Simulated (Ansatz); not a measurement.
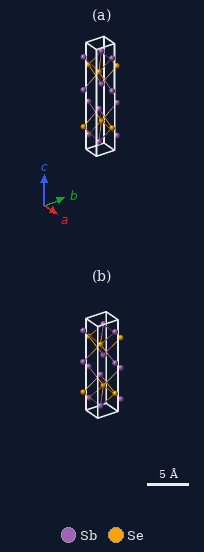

The structure of crystalline Sb2Se (a generated structure, set up in P6_3/mmc) before (top) and after (bottom) a relaxation, at one scale.

Style: ball-and-stick. Shown: the cell of the calculation, slightly off an axis.

Computed with DFT PBE, scalar-relativistic, plane waves, PAW in Ansatz. Set-up: plane-wave cutoff 420 eV; k-point mesh 12 × 12 × 4; occupations gaussian; smearing width 0.1 eV; no spin polarisation; cell and atoms relaxed; force threshold 0.01 eV/Å; at most 80 steps.

Describe what moved and what it gained.

Answer. The largest moves relative to the cell, 0.20 Å, are those of Sb atoms. Se stays in place. The volume changes by +7.9 %, with a = b 3.609 → 4.045 Å (+12.1 %), c 13.832 → 11.885 Å (−14.1 %). Near-neighbour distances that change, for instance: Sb–Se 2.978 → 3.092 Å. Bond angles that change, for instance: Sb–Se–Sb 91.2° → 81.9°, Sb–Se–Sb 74.6° → 81.7°, Se–Sb–Se 74.6° → 81.7°. The space group stays P6_3/mmc (No. 194). After 10 accepted moves (13 points after the start) the energy has fallen by 41.4 meV per atom. Largest force component: 0.059 eV/Å at the start, 0.0013 eV/Å at the end. Pressure: −0.03 GPa at the start and −0.01 GPa at the end. The line search rejected the trial step at point 5 of the run. The SCF was repeated twice at an unchanged geometry on a basis and grid sized afresh for the cell, which shifted the energy by 2.0 meV per atom at most. Cost: 8.1 min on 1 thread of Arm Neoverse V1, on a shared host, peak memory 0.68 GiB.

Limits of the set-up: layers or molecules are held without a dispersion correction, so their spacing is unreliable.
